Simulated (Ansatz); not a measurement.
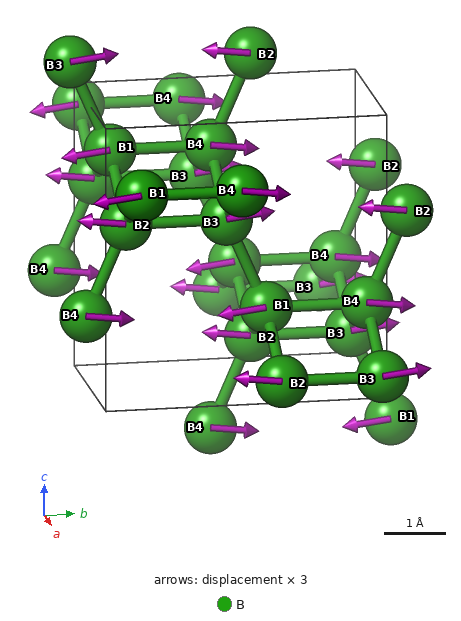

This is a relaxation of a crystal of B (a generated structure, set up in Imma) (coarse preliminary run). The starting structure is drawn; purple arrows show the displacements (the part carried along by the change of the cell is left out), 3 times their true length.

A ball-and-stick model of the conventional cell (2 times the calculation's cell), seen slightly off an axis. Lengths and directions refer to the drawn axes.

Method: DFT PBE, scalar-relativistic, plane waves, PAW in Ansatz. Set-up: plane-wave cutoff 420 eV; k-point mesh 8 × 8 × 8; occupations gaussian; smearing width 0.1 eV; no spin polarisation; cell and atoms relaxed; force threshold 0.04 eV/Å; at most 70 steps.

What did the optimiser do to the structure, and how much energy did it gain?

The largest moves relative to the cell, 0.28 Å, are those of B1, B2, B3 and B4. B4 goes roughly along +b. The drawn cell changes as follows: a 2.871 → 3.004 Å (+4.7 %), b 4.699 → 3.867 Å (−17.7 %), c 4.825 → 5.232 Å (+8.4 %); the volume changes by −6.6 %. Among the contacts that change: B1–B4 3.018 → 1.933 Å, B1–B4 (another image) 1.682 → 1.934 Å, B1–B2 1.680 → 1.741 Å. New bonds form: B1–B4 (3.02 → 1.93 Å), B2–B3 (3.02 → 1.93 Å). Bond angles that change, for instance: B3–B1–B4 113.5° → 90.0°. The space group (tolerance 0.01 Å) goes from Imma (No. 74) to Cmmm (No. 65). The energy falls by 217 meV per atom in 13 accepted moves (15 points after the start). The largest force component goes from 1.6 to 0.0037 eV/Å. Pressure: 19.92 GPa at the start and −0.10 GPa at the end. At 2 points the geometry stayed and the basis and grid were re-selected for the new cell (energy shift of 2.1 meV per atom at most each time). The run took 36 s on 1 thread of Arm Neoverse V1, on a shared host, peak memory 0.31 GiB.
